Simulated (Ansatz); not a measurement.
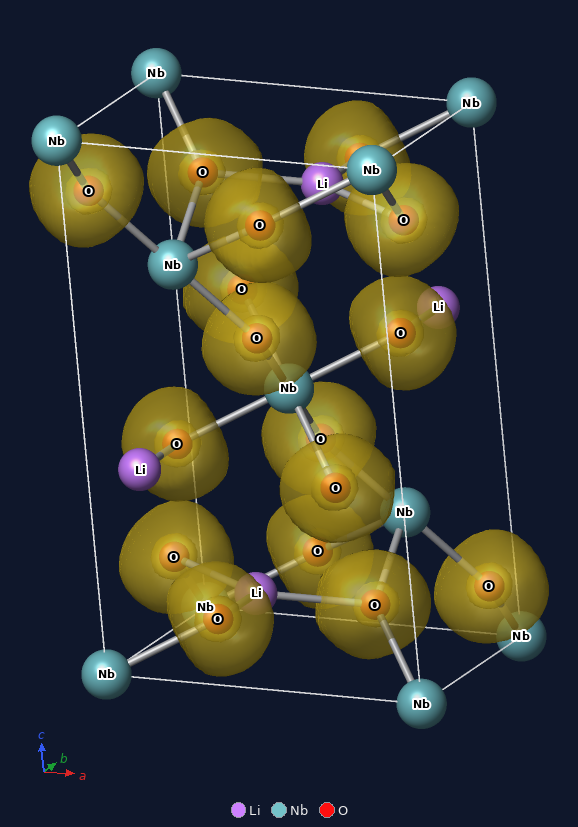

Figure 1: LiNbO₃. Isosurface of the ELF at 0.7 (yellow), seen slightly off an axis. Only the valence region is drawn (cores and ρ < 0.01 e/Å³ removed). Sticks mark near contacts.

Space group R-3c.

All numbers below come from DFT r2SCAN, scalar-relativistic, plane waves, PAW (Ansatz).

> What do the ELF domains correspond to?

The ELF exceeds this value in twelve regions wrapped around O (the valence shell of each), counted in one cell of 20 atoms. Any copies at cell faces, edges or corners count once. Along the contacts the grid gives the following. Li–O (1.96 Å): the ELF peaks at about 0.85 in the valence shell of O, 0.7 Å from its nucleus, and falls to about 0 next to Li; a closed-shell, largely ionic contact. Nb–O (1.98 Å): the ELF peaks at about 0.80 in the valence shell of O, 0.6 Å from its nucleus, and drops to about 0.25 between the two atoms (no localised pair shows between them).
